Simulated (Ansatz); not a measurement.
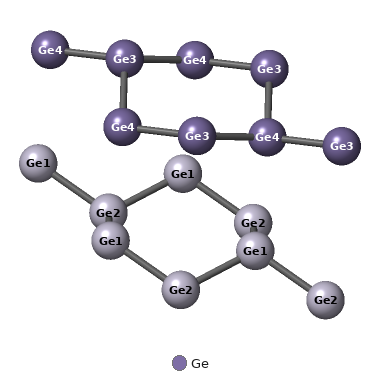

The system is a bilayer of two Ge sheets of the honeycomb type, the upper one turned by 180 degrees about the normal (4 atoms in the cell); the picture shows the structure at the first grid point; the lower layer is drawn fainter. The upper layer of a bilayer is slid over the lower one; relaxed at each slide: nothing; the origin of the map has Ge4 above Ge1; the distance between the facing planes is held at 3.85 Å. Places are given modulo a cell vector. The map is drawn in real space over the plane of the slide. Grid: 9 × 9 points; 12 points were computed and 69 follow by symmetry. Energies are in meV/Å², from the lowest grid point. At a held distance the lowest stacking need not be the one that binds best once the distance relaxes. These are results of Ansatz, DFT PBE+D3(BJ), scalar-relativistic, plane waves, PAW, not measurements. Settings: cutoff 420 eV, k-mesh 9×9×1, gaussian smearing 0.1 eV, no spin polarisation.

Its coordinates:

```
CELL_PARAMETERS angstrom
4.02269 0.00000 0.00000
-2.01134 3.48375 0.00000
0.00000 0.00000 18.86852
ATOMIC_POSITIONS crystal
Ge 0.33333 0.66667 0.27476
Ge 0.66666 0.33335 0.23849
Ge 0.66666 0.33335 0.51506
Ge 0.33333 0.66667 0.47880
```

Range: slide of the upper layer along the first cell vector from 0.000 to 0.889; slide of the upper layer along the second cell vector from 0.000 to 0.889.

**What landscape does the calculation give?**

The lowest grid point is at (2/9, 4/9) of the cell vectors; the map holds 6 wells of about this depth. It is the only kind of minimum in the scanned range. The highest grid point, (0/9, 0/9) of the cell vectors, lies 0.724 meV/Å² above the lowest. On the interpolated surface the easiest way out of the lowest well to a well of about the same depth near (4/9, 2/9) of the cell vectors passes a barrier of about 0.017 meV/Å². Facing atoms of the upper layer at the lowest point: Ge above no special site; at the highest: Ge above Ge.

```csv
"second ↓, first →",0/9,1/9,2/9,3/9,4/9,5/9,6/9,7/9,8/9
8/9,0.547,0.300,0.063,0.013,0.057,0.013,0.063,0.300,0.547
7/9,0.217,0.063,0.000,0.066,0.066,0.000,0.063,0.217,0.300
6/9,0.029,0.013,0.066,0.121,0.066,0.013,0.029,0.063,0.063
5/9,0.039,0.057,0.066,0.066,0.057,0.039,0.013,0.000,0.013
4/9,0.039,0.013,0.000,0.013,0.039,0.057,0.066,0.066,0.057
3/9,0.029,0.063,0.063,0.029,0.013,0.066,0.121,0.066,0.013
2/9,0.217,0.300,0.217,0.063,0.000,0.066,0.066,0.000,0.063
1/9,0.547,0.547,0.300,0.063,0.013,0.057,0.013,0.063,0.300
0/9,0.724,0.547,0.217,0.029,0.039,0.039,0.029,0.217,0.547
```

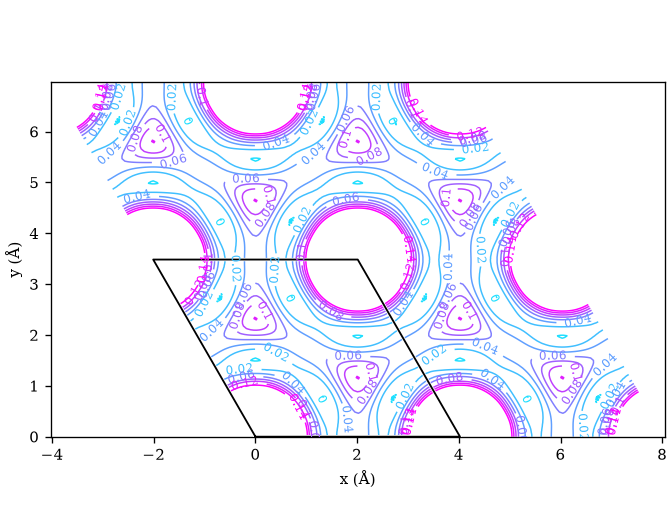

Drawn: contour lines labelled in meV/Å² (none above 0.14), the outline of one cell of the 2 × 2 shown. Between grid points the surface is interpolated.

Each point was launched as `ansatz run input.yaml --threads 1 --pin off --max-ram 3072MiB --backend cpu --events-out ev --progress --plain --runs-dir out`. Time for the 12 points that were run: 5.4 min on 1 thread of Arm Neoverse V1, with other jobs on the host.

PAW datasets: the set soft_1.
